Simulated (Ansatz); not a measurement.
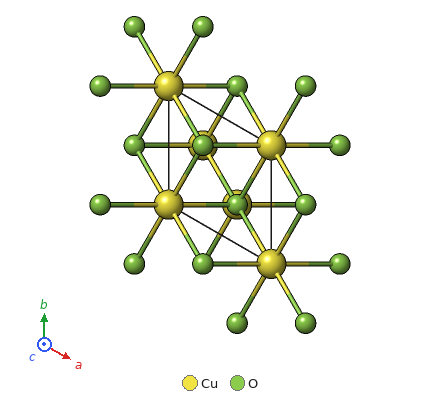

The structure, seen along [001]; the drawing may span several cells.

Structure (in its standard cell), coordinates from a relaxation with DFT PBE, scalar-relativistic, plane waves, PAW (Ansatz); the starting structure was generated, so it need not be a known form of this composition:

```cif
data_structure
_symmetry_space_group_name_H-M 'R-3m:H'
_symmetry_Int_Tables_number 166
_cell_length_a 2.9252
_cell_length_b 2.9252
_cell_length_c 20.7537
_cell_angle_alpha 90.000
_cell_angle_beta 90.000
_cell_angle_gamma 120.000
_cell_volume 153.79
loop_
_atom_site_label
_atom_site_type_symbol
_atom_site_symmetry_multiplicity
_atom_site_Wyckoff_symbol
_atom_site_fract_x
_atom_site_fract_y
_atom_site_fract_z
_atom_site_occupancy
Cu1 Cu 3 a 0.00000 0.00000 0.00000 1
Cu2 Cu 6 c 0.00000 0.00000 0.21113 1
O1 O 6 c 0.33333 0.66667 0.06011 1
```

What does the kinematic electron diffraction pattern along [001] look like at 120 kV (B = 0.5 Å²)?

The spots form a hexagonal net with both shortest vectors at d = 1.46 Å, 60.0° apart. They are 2 -1 0 and 1 1 0. The pattern has symmetry 6mm. The lattice centring (R) removes all reflections that break −h + k + l = 3n.

Strongest reflections with d > 0.80 Å, one of each family (|F|² from tabulated Gaussian fits of the electron scattering factors, times a small damping for the curvature of the Ewald sphere):

```csv
hkl,d (Å),I (strongest = 100)
2 -1 0,1.463,100
3 0 0,0.844,21
```

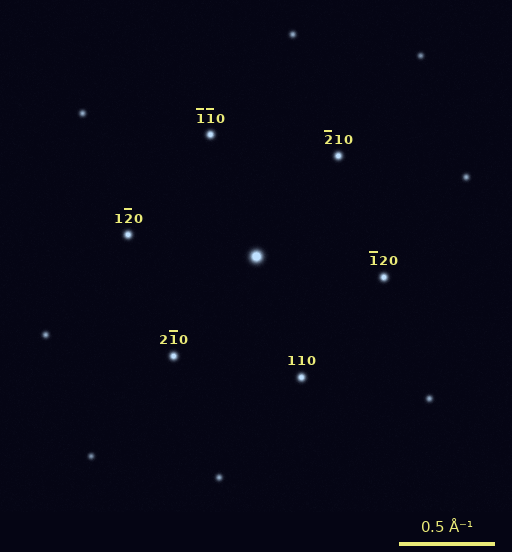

Calculated pattern, seen from the source side with [001] pointing towards the source.
